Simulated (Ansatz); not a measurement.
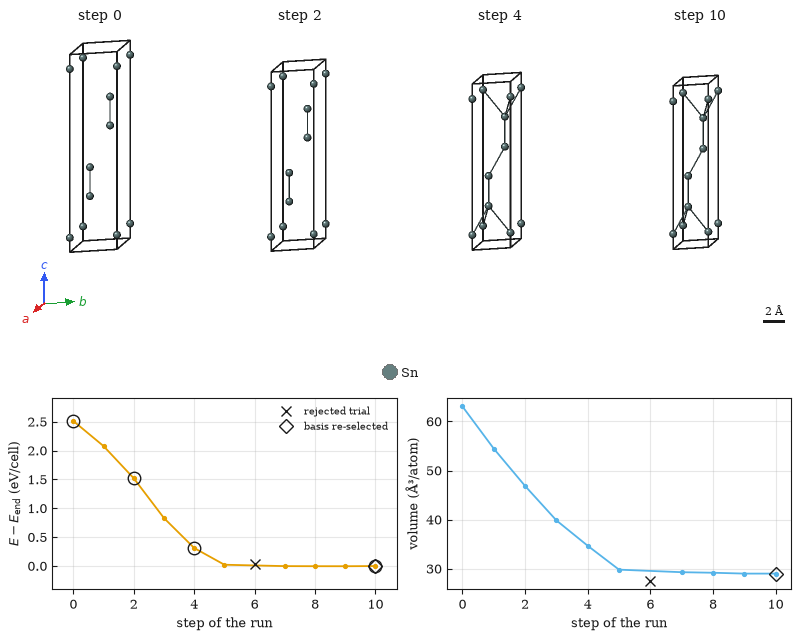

Frames of a relaxation of a crystal of Sn (set up in R-3m) (coarse preliminary run), marked on the history of the run. A ball-and-stick model of the conventional cell (3 times the calculation's cell), seen slightly off an axis. Lengths and directions refer to the drawn axes.

Case: 5 of 5 Li taken out, relaxed.

The calculation used DFT r2SCAN, scalar-relativistic, plane waves, PAW in Ansatz. Settings: plane-wave cutoff 500 eV; k-point mesh 6 × 6 × 6; occupations gaussian; smearing width 0.1 eV; no spin polarisation; cell and atoms relaxed; force threshold 0.0325 eV/Å; at most 70 steps.

What happens along the run?

The largest moves relative to the cell, 0.35 Å, are those of Sn atoms. The drawn cell changes as follows: a = b 4.707 → 3.511 Å (−25.4 %), c 19.720 → 16.309 Å (−17.3 %); the volume changes by −54.0 %. Some distances before and after: Sn–Sn 4.584 → 3.109 Å, Sn–Sn 2.882 → 3.079 Å. New bonds form: Sn–Sn (4.58 → 3.11 Å). The space group stays R-3m (No. 166). The energy falls by 2.513 eV per cell of the calculation in 8 accepted moves (10 points after the start). The largest force component goes from 0.065 to 0.014 eV/Å. Pressure: −3.53 GPa at the start and 0.04 GPa at the end. The line search rejected the trial step at point 6 of the run. At 1 point the geometry stayed and the basis and grid were re-selected for the new cell (energy shift of 3.1 meV per cell of the calculation at most each time). From step 0 to 2: Sn atoms move most (0.13 Å), volume −25.7 %, energy −0.992 eV per cell of the calculation. From step 2 to 4: Sn atoms move most (0.17 Å), volume −26.0 %, energy −1.208 eV per cell of the calculation. From step 4 to 10: Sn atoms move most (0.07 Å), volume −16.3 %, energy −0.313 eV per cell of the calculation.

```json
{"step": "0", "E − E(0), meV/atom": "0.00", "largest force component, eV/Å": "0.0646", "pressure, GPa": "-3.53", "volume, Å³/atom": "63.061", "note": ""}
{"step": "1", "E − E(0), meV/atom": "-217.30", "largest force component, eV/Å": "0.3531", "pressure, GPa": "-4.31", "volume, Å³/atom": "54.474", "note": ""}
{"step": "2", "E − E(0), meV/atom": "-496.24", "largest force component, eV/Å": "0.8009", "pressure, GPa": "-5.34", "volume, Å³/atom": "46.870", "note": ""}
{"step": "3", "E − E(0), meV/atom": "-841.03", "largest force component, eV/Å": "0.9544", "pressure, GPa": "-5.76", "volume, Å³/atom": "39.858", "note": ""}
{"step": "4", "E − E(0), meV/atom": "-1100.38", "largest force component, eV/Å": "0.7129", "pressure, GPa": "-5.17", "volume, Å³/atom": "34.691", "note": ""}
{"step": "5", "E − E(0), meV/atom": "-1245.35", "largest force component, eV/Å": "0.3523", "pressure, GPa": "-0.02", "volume, Å³/atom": "29.823", "note": ""}
{"step": "6", "E − E(0), meV/atom": "-1240.14", "largest force component, eV/Å": "0.1243", "pressure, GPa": "1.87", "volume, Å³/atom": "27.561", "note": "rejected"}
{"step": "7", "E − E(0), meV/atom": "-1257.31", "largest force component, eV/Å": "0.0111", "pressure, GPa": "-0.44", "volume, Å³/atom": "29.304", "note": ""}
{"step": "8", "E − E(0), meV/atom": "-1258.07", "largest force component, eV/Å": "0.0319", "pressure, GPa": "-0.18", "volume, Å³/atom": "29.194", "note": ""}
{"step": "9", "E − E(0), meV/atom": "-1258.27", "largest force component, eV/Å": "0.0138", "pressure, GPa": "0.02", "volume, Å³/atom": "29.019", "note": ""}
{"step": "10", "E − E(0), meV/atom": "-1256.74", "largest force component, eV/Å": "0.0137", "pressure, GPa": "0.04", "volume, Å³/atom": "29.019", "note": "same geometry, new basis"}
```
